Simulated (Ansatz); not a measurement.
# Run report: MoS, single-point calculation (part 1 of 2)

The run: single-point calculation of MoS (F-43m, 2 atoms in the cell). Method and program: DFT, r2SCAN, plane waves, PAW, spin-polarised (Ansatz 0.2.0).

The structure was built on a prototype by a generator; it need not be a known phase. Figures and captions count atoms from 1; the log counts them from 0 in places.

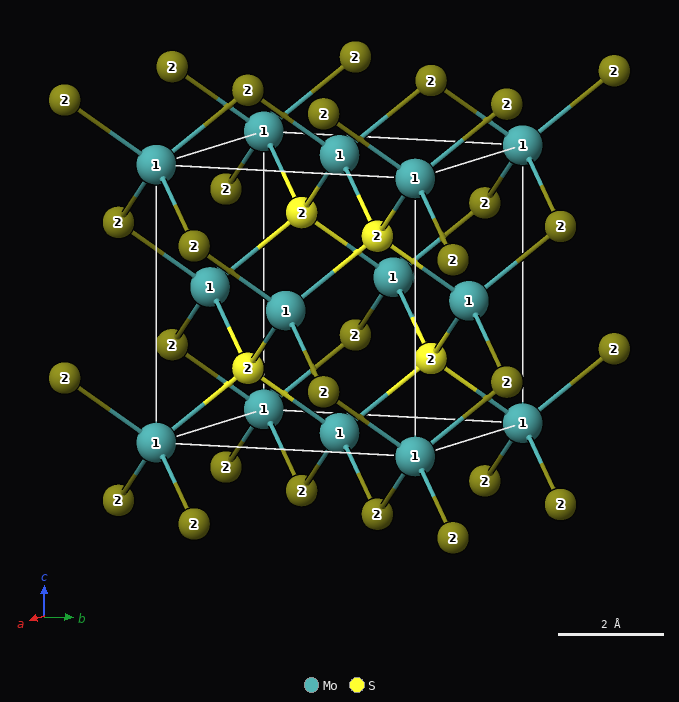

Figure 1. The input geometry (ball-and-stick view of the cell 4 times as large as that of the calculation, set on its symmetry axes, seen slightly off an axis; neighbours outside the cell are drawn fainter; atoms are numbered from 1 in the order of the input). An atom can appear more than once, as a periodic image.

## The input
```yaml
crystal:
  lattice:
    - [0.0, 2.6776536121, 2.6776536121]
    - [2.6776536121, 0.0, 2.6776536121]
    - [2.6776536121, 2.6776536121, 0.0]
  atoms:
    - { symbol: Mo, position: [0.0, 0.0, 0.0], spin: 3.0 }
    - { symbol: S, position: [0.25, 0.25, 0.25] }
basis:
  ecutwfc: "450 eV"
  ecutrho_ratio: 4
kpoints:
  mp_grid: { grid: [12, 12, 12] }
hamiltonian:
  xc: r2scan
scf:
  occupations: { method: gaussian, width: 0.05 }
  lower_state_search: light
output:
  forces: true
  stress: true
  write_density: true
  write_potential: true
  elf: true
  volumetric_format: npy
magnetization:
  spin_polarized: true
```

Command:
```bash
ansatz run input.yaml --threads 2 --pin off --max-ram 2662MiB --backend cpu --events-out ev --progress --plain --runs-dir out
```

## Log
```
Warning: basis.ecutwfc = 450 eV is below the records' recommended 500 eV, and the density's cutoff is lower with it unless basis.ecutrho_ratio is high enough to keep the records' density cutoff: compare with a run at a higher cutoff
Warning: basis.ecutrho_ratio = 4 (ecutrho = 1800 eV) is below the records' recommended 2000 eV
Engine: ansatz 0.2.0, aarch64-unknown-linux-gnu
Pseudopotentials: kind: paw
Pseudopotential: Mo, paw, valence charge 14, recommended cutoff 500 eV (meta_gga), Mo.paw.azcp
Pseudopotential: S, paw, valence charge 6, recommended cutoff 500 eV (meta_gga), S.paw.azcp
Functional definition: r2SCAN
  parameter k0 = 0.174
  parameter k1 = 0.065
  parameter a1 = 4.9479
  exchange = r2scan_x(k0 = k0, k1 = k1, a1 = a1)
  correlation = r2scan_c
Crystal: 2 atoms, lattice volume = 38.397 Å³
Basis set: ecut = 450 eV, 869 PW (Γ), exchange–correlation on 108×108×108 points (64 copies of the dense FFT grid, shifted against one another)
Bands: 16, of which v1, the nominal top of the filled ones, is band 10 counted from 1 (9 counted from 0)
Symmetry: 24 space group operations
Space group: F-43m (ITA 216), of the structure as read, at distance tolerance 3.4e-5 Å
Magnetic group: BNS 216.74 (UNI 1576), of the structure as read, at distance tolerance 3.4e-5 Å
k-points: 72 of 1728 (time reversal used)
Non-local potential: Mo, projectors of the file, l = 0: 3, l = 1: 2, l = 2: 2, l = 3: 1
Non-local potential: S, projectors of the file, l = 0: 2, l = 1: 2, l = 2: 2
PAW form: soft (Blöchl's): semilocal exchange-correlation on the pseudo side does not see the compensation charge
PAW frozen core: Mo, regenerated for the run's functional (the file was generated under x = pbe(κ = 0.804, μ = 0.2195149727645171), c = pbe(β = 0.06672455060314922))
PAW frozen core: S, regenerated for the run's functional (the file was generated under x = pbe(κ = 0.804, μ = 0.2195149727645171), c = pbe(β = 0.06672455060314922))
PAW one-centre angular grid: Mo, 590 points (default); XC on 160 Gauss nodes
PAW one-centre angular grid: S, 302 points (default); XC on 160 Gauss nodes
Initial density: superposition of atomic densities (chi_scale 0.1, normalization cell)
Starting moments: Σ|m| = 3 μB on 1 of 2 sites
Initial wavefunctions: pseudopotential atomic-orbital guess
Functional: x = r2scan, c = r2scan; τ floored in thin density (d = 2e-4 eV/Å³)
SCF iter   1: F=—  HF=-5873.566078 eV  |F-HF|=—  |Δ(HF+E_count)|=         —  Δρ=4.81e-2 (↑4.81e-2 ↓2.72e-2)  dr2=2.13e0  dr2_τ=5.20e-2  dr2_m=1.93e-1  M=1.996 μB ∫|m|=2.119 μB  β_m=0.90  ethr=3.10e-3  ⟨swp⟩=5.9  Hψ=13506  notcnv=0
Mixer restart at iter 1: flushing history
preconditioner: auto → Kerker (q_TF=auto, 2.447 Å⁻¹)  [metal: Δε(μ)=0.005 eV  Ē_g=11.228 eV  σ=0.050 eV  W_gap=0.06  n_scr=14 (ndim 8)  ℏωp=20.8 eV  f_vac=0.000  D(μ)=1.55/eV (n_scr^D=14)]
spin=Collinear: Kerker preconditioning applied to the charge; magnetization (m = ρ↑ − ρ↓) channel mixes plain (no charge-response kernel on spin).
SCF iter   2: F=—  HF=-5873.428640 eV  |F-HF|=—  |Δ(HF+E_count)|=   1.37e-1  Δρ=2.80e-2 (↑2.80e-2 ↓1.89e-2)  dr2=9.93e-1  dr2_τ=4.98e-3  dr2_m=2.51e-2  M=1.749 μB ∫|m|=1.906 μB  β_m=0.51  ethr=3.10e-3  ⟨swp⟩=2.5  Hψ=4651  notcnv=0  defer=226  κ⁻¹=1.0e0(r=1)
SCF iter   3: F=—  HF=-5873.321154 eV  |F-HF|=—  |Δ(HF+E_count)|=   1.07e-1  Δρ=1.13e-2 (↑1.04e-2 ↓1.13e-2)  dr2=7.38e-2  dr2_τ=1.70e-3  dr2_m=1.32e-2  M=1.401 μB ∫|m|=1.594 μB  β_m=1.00  ethr=3.10e-3  ⟨swp⟩=2.6  Hψ=4143  notcnv=0  defer=226  κ⁻¹=5.2e-2(r=2)
SCF iter   4: F=—  HF=-5873.591301 eV  |F-HF|=—  |Δ(HF+E_count)|=         —  Δρ=8.91e-3 (↑8.10e-3 ↓8.91e-3)  dr2=3.08e-2  dr2_τ=1.85e-3  dr2_m=1.21e-2  M=1.235 μB ∫|m|=1.327 μB  β_m=1.00  ethr=3.69e-4  ⟨swp⟩=2.1  Hψ=4042  notcnv=0  defer=242
Mixer restart at iter 4: flushing history
SCF iter   5: F=—  HF=-5873.591573 eV  |F-HF|=—  |Δ(HF+E_count)|=   2.72e-4  Δρ=5.44e-3 (↑4.80e-3 ↓5.44e-3)  dr2=2.02e-2  dr2_τ=3.69e-4  dr2_m=7.53e-4  M=1.222 μB ∫|m|=1.279 μB  β_m=1.00  ethr=1.54e-4  ⟨swp⟩=2.8  Hψ=3632  notcnv=0  defer=242  κ⁻¹=1.0e0(r=1)
SCF iter   6: F=—  HF=-5873.582177 eV  |F-HF|=—  |Δ(HF+E_count)|=   9.40e-3  Δρ=3.23e-3 (↑3.23e-3 ↓3.20e-3)  dr2=9.62e-3  dr2_τ=1.33e-4  dr2_m=1.40e-4  M=1.222 μB ∫|m|=1.266 μB  β_m=1.00  ethr=1.01e-4  ⟨swp⟩=2.6  Hψ=3321  notcnv=0  defer=242  κ⁻¹=7.8e-2(r=2)
SCF iter   7: F=—  HF=-5873.586534 eV  |F-HF|=—  |Δ(HF+E_count)|=   4.36e-3  Δρ=1.34e-3 (↑1.34e-3 ↓7.63e-4)  dr2=1.96e-3  dr2_τ=1.59e-5  dr2_m=9.49e-5  M=1.232 μB ∫|m|=1.293 μB  β_m=1.00  ethr=4.81e-5  ⟨swp⟩=2.6  Hψ=3843  notcnv=0  defer=242  κ⁻¹=8.8e-3(r=3)
SCF iter   8: F=—  HF=-5873.586759 eV  |F-HF|=—  |Δ(HF+E_count)|=   2.25e-4  Δρ=8.41e-4 (↑4.47e-4 ↓8.41e-4)  dr2=5.06e-4  dr2_τ=1.17e-5  dr2_m=5.55e-5  M=1.234 μB ∫|m|=1.310 μB  β_m=1.00  ethr=9.82e-6  ⟨swp⟩=2.2  Hψ=3414  notcnv=0  defer=242  κ⁻¹=2.1e-3(r=4)
SCF iter   9: F=—  HF=-5873.586140 eV  |F-HF|=—  |Δ(HF+E_count)|=   6.19e-4  Δρ=2.93e-4 (↑2.93e-4 ↓2.58e-4)  dr2=8.42e-5  dr2_τ=1.91e-6  dr2_m=4.75e-6  M=1.230 μB ∫|m|=1.293 μB  β_m=1.00  ethr=2.53e-6  ⟨swp⟩=2.3  Hψ=3271  notcnv=0  defer=242  κ⁻¹=6.3e-4(r=5)
SCF iter  10: F=—  HF=-5873.586236 eV  |F-HF|=—  |Δ(HF+E_count)|=   9.53e-5  Δρ=1.86e-4 (↑1.77e-4 ↓1.86e-4)  dr2=4.22e-5  dr2_τ=5.74e-7  dr2_m=6.94e-7  M=1.229 μB ∫|m|=1.290 μB  β_m=1.00  ethr=4.21e-7  ⟨swp⟩=2.5  Hψ=3484  notcnv=0  defer=242  κ⁻¹=4.8e-4(r=6)
SCF iter  11: F=—  HF=-5873.586258 eV  |F-HF|=—  |Δ(HF+E_count)|=   2.26e-5  Δρ=1.01e-4 (↑9.99e-5 ↓1.01e-4)  dr2=1.26e-5  dr2_τ=1.33e-7  dr2_m=7.38e-7  M=1.230 μB ∫|m|=1.293 μB  β_m=1.00  ethr=2.11e-7  ⟨swp⟩=2.0  Hψ=3336  notcnv=0  defer=242  κ⁻¹=9.0e-5(r=7)
SCF iter  12: F=—  HF=-5873.586304 eV  |F-HF|=—  |Δ(HF+E_count)|=   4.60e-5  Δρ=6.26e-5 (↑6.26e-5 ↓4.48e-5)  dr2=2.79e-6  dr2_τ=5.63e-8  dr2_m=2.23e-7  M=1.230 μB ∫|m|=1.294 μB  β_m=1.00  ethr=6.32e-8  ⟨swp⟩=2.0  Hψ=3604  notcnv=0  defer=242  κ⁻¹=1.8e-5(r=8)
SCF iter  13: F=—  HF=-5873.586286 eV  |F-HF|=—  |Δ(HF+E_count)|=   1.78e-5  Δρ=3.30e-5 (↑2.81e-5 ↓3.30e-5)  dr2=1.04e-6  dr2_τ=1.64e-8  dr2_m=5.16e-8  M=1.230 μB ∫|m|=1.293 μB  β_m=1.00  ethr=1.40e-8  ⟨swp⟩=2.3  Hψ=3355  notcnv=0  defer=242  κ⁻¹=9.7e-6(r=8)
SCF iter  14: F=—  HF=-5873.586285 eV  |F-HF|=—  |Δ(HF+E_count)|=   1.42e-6  Δρ=1.26e-5 (↑1.26e-5 ↓1.18e-5)  dr2=2.05e-7  dr2_τ=3.90e-9  dr2_m=1.33e-8  M=1.230 μB ∫|m|=1.292 μB  β_m=1.00  ethr=5.22e-9  ⟨swp⟩=2.0  Hψ=3630  notcnv=0  defer=242  κ⁻¹=1.3e-5(r=8)
SCF iter  15: F=—  HF=-5873.586286 eV  |F-HF|=—  |Δ(HF+E_count)|=   8.45e-7  Δρ=8.10e-6 (↑8.10e-6 ↓6.73e-6)  dr2=8.31e-8  dr2_τ=1.16e-9  dr2_m=4.37e-9  M=1.230 μB ∫|m|=1.292 μB  β_m=1.00  ethr=1.02e-9  ⟨swp⟩=2.0  Hψ=3738  notcnv=0  defer=242  κ⁻¹=2.3e-5(r=8)
SCF iter  16: F=—  HF=-5873.586285 eV  |F-HF|=—  |Δ(HF+E_count)|=   8.74e-7  Δρ=5.55e-6 (↑5.55e-6 ↓5.15e-6)  dr2=3.41e-8  dr2_τ=3.20e-10  dr2_m=4.01e-9  M=1.230 μB ∫|m|=1.292 μB  β_m=1.00  ethr=4.16e-10  ⟨swp⟩=2.0  Hψ=3154  notcnv=0  defer=242  κ⁻¹=1.1e-5(r=8)
SCF iter  17: F=—  HF=-5873.586285 eV  |F-HF|=—  |Δ(HF+E_count)|=   1.93e-7  Δρ=5.35e-6 (↑5.35e-6 ↓3.20e-6)  dr2=1.04e-8  dr2_τ=7.69e-10  dr2_m=4.68e-9  M=1.230 μB ∫|m|=1.292 μB  β_m=1.00  ethr=1.71e-10  ⟨swp⟩=11.6  Hψ=15225  notcnv=0  κ⁻¹=1.3e-5(r=8)
SCF iter  18: F=—  HF=-5873.586285 eV  |F-HF|=—  |Δ(HF+E_count)|=   1.04e-8  Δρ=4.72e-6 (↑4.72e-6 ↓2.10e-6)  dr2=8.51e-9  dr2_τ=5.50e-10  dr2_m=3.23e-9  M=1.230 μB ∫|m|=1.292 μB  β_m=1.00  ethr=5.21e-11  ⟨swp⟩=6.1  Hψ=9503  notcnv=0  κ⁻¹=3.2e-5(r=8)
SCF iter  19: F=-5873.586285 eV  HF=-5873.586285 eV  |F-HF|=4.46e-10  |Δ(HF+E_count)|=   1.58e-8  Δρ=1.65e-6 (↑1.65e-6 ↓6.19e-7)  dr2=2.05e-9  dr2_τ=4.40e-11  dr2_m=2.29e-10  M=1.230 μB ∫|m|=1.292 μB  ethr=4.25e-11  ⟨swp⟩=6.6  Hψ=9734  notcnv=0
SCF 1 converged in 19 iterations: F = -5873.586285 eV  dr2 = 2.05e-9
  greatest PAW one-centre occupation: 0.997 electrons in one spin orbital (limit 2), on the Mo atom at site 0 (counted from 0), in its partial waves of l = 0
```

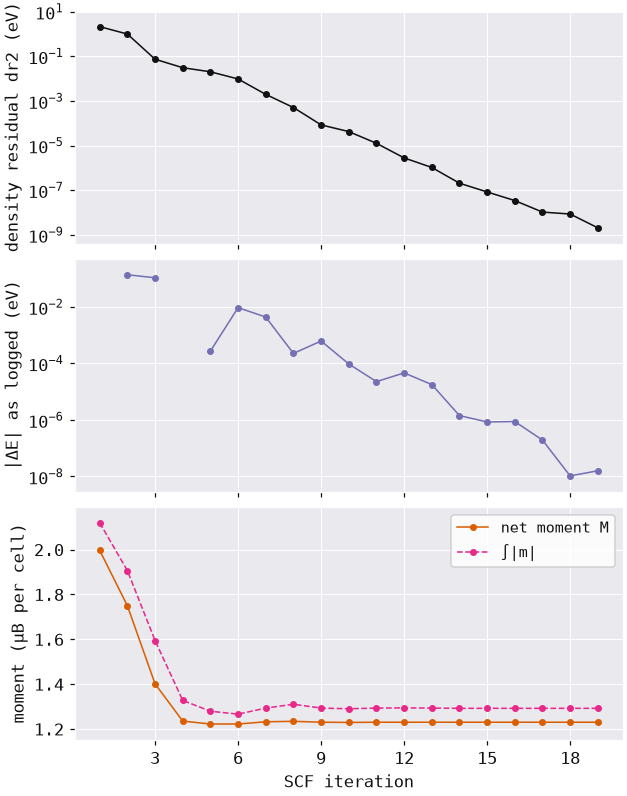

Figure 2. Convergence of the self-consistent field: density residual dr2, size of the energy change and magnetic moment against the SCF iteration. The residual falls at every step. The net moment goes from 2.0 to 1.2 μB per cell.
